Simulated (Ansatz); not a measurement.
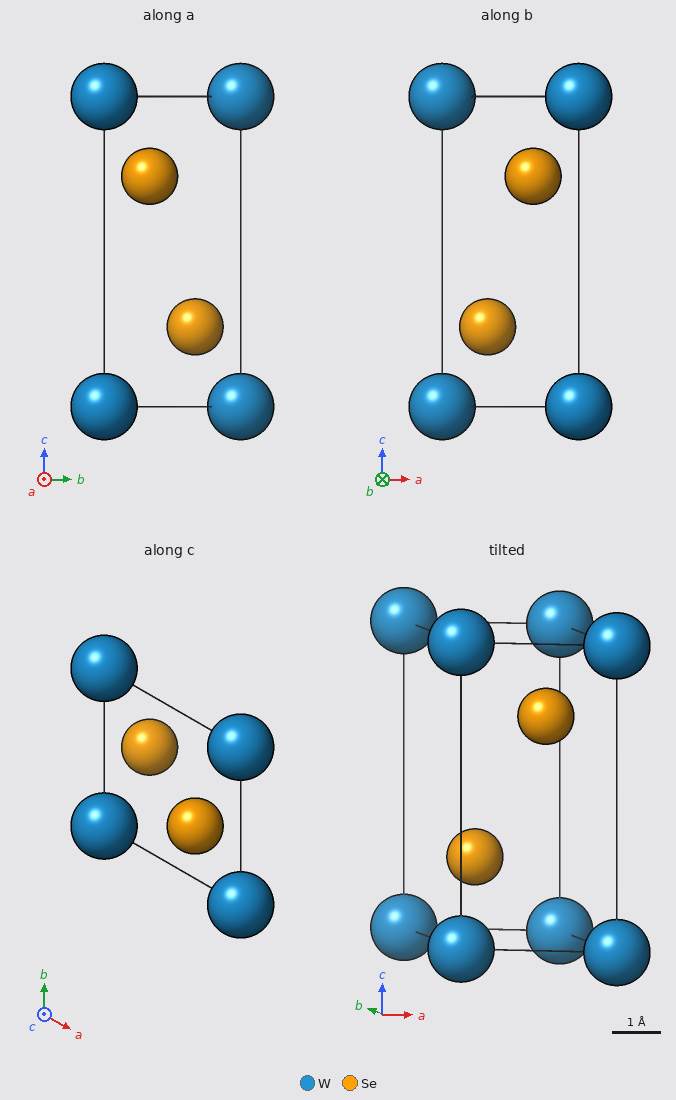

Structure drawing (spheres-only), viewed along the a axis, along the b axis, along the c axis and slightly off an axis. Thin lines show the conventional unit cell, with boundary atoms drawn in all their periodic places.

Lattice parameters: a = 3.3153 Å, b = 3.3153 Å, c = 6.5192 Å, α = 90.000°, β = 90.000°, γ = 120.000°.

> Transcribe the picture into a CIF with its space group and independent sites, with free fractional coordinates to two decimals.

```cif
data_structure
_symmetry_space_group_name_H-M 'P -3 m 1'
_symmetry_Int_Tables_number 164
_cell_length_a 3.3153
_cell_length_b 3.3153
_cell_length_c 6.5192
_cell_angle_alpha 90.000
_cell_angle_beta 90.000
_cell_angle_gamma 120.000
_cell_volume 62.06
loop_
_atom_site_label
_atom_site_type_symbol
_atom_site_symmetry_multiplicity
_atom_site_Wyckoff_symbol
_atom_site_fract_x
_atom_site_fract_y
_atom_site_fract_z
_atom_site_occupancy
W1 W 1 a 0.00 0.00 0.00 1
Se1 Se 2 d 0.3333 0.6667 0.26 1
```

The model was built from a structure type filled with these elements by a generator (whether the compound takes this form wasn't checked). Atoms and cell were optimised with Ansatz 0.2.0, DFT, r2SCAN+rVV10, plane waves, PAW.
